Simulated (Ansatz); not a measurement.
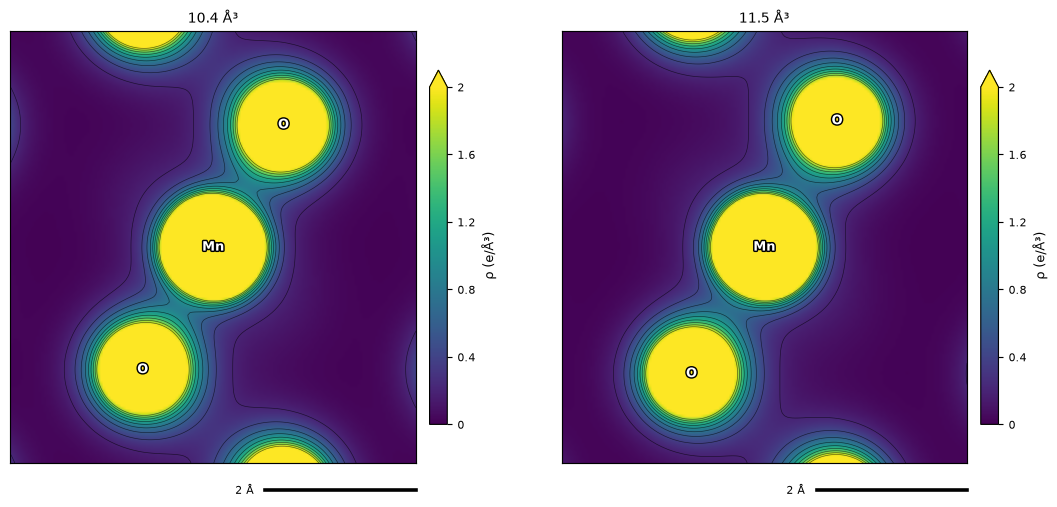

MnO2. The valence charge density (pseudo) of cells scaled evenly to different volumes (given per atom above each panel), on the (110) plane of each (indices in the axes of the cell below), at one length scale and on one colour scale.

A structure from a database of computed crystals, not necessarily the ambient phase; spin-polarised.

Computed with Ansatz 0.2.0, Kohn-Sham DFT of a periodic cell, PBE, Ansatz PAW.

The density is the valence pseudo-density of a PAW calculation; it isn't the true density close to the nuclei.

The largest cell:

```xyz
3
Lattice="2.9126 0.0000 0.0000 -1.4563 2.5224 0.0000 0.0000 0.0000 4.6916" Properties=species:S:1:pos:R:3 pbc="T T T"
Mn    0.0000    0.0000    2.3458
O     0.0000    1.6816    3.3136
O     1.4563    0.8408    1.3780
```

| volume (Å³/atom) | Mn–O contact in the plane (Å) | ρ at its midpoint (e/Å³) | pressure (GPa) | gap on the mesh (eV) | largest moment (μB) | 
| --- | --- | --- | --- | --- | --- |
| 10.41 | 1.877 | 0.851 | 14.1 | 0.69 | 2.44 | 
| 10.62 | 1.890 | ? | ? | ? | ? | 
| 11.49 | 1.940 | 0.735 | −5.9 | 1.05 | 2.56 | 

Estimate the missing row, and compare with the calculation.

Over the known rows ln ρ falls by 2.33 per Å of Mn–O distance (the line through the two), which gives 0.826 e/Å³ at 1.890 Å; the calculation gives 0.826 e/Å³. For the pressure, a straight line in volume between the neighbouring rows gives 10.2 GPa; the calculation gives 9.2, lower because pressure rises ever faster on compression. For the gap on the mesh, a straight line in volume between the neighbouring rows gives 0.76 eV; the calculation gives 0.77. For the largest moment, a straight line in volume between the neighbouring rows gives 2.46 μB; the calculation gives 2.47.
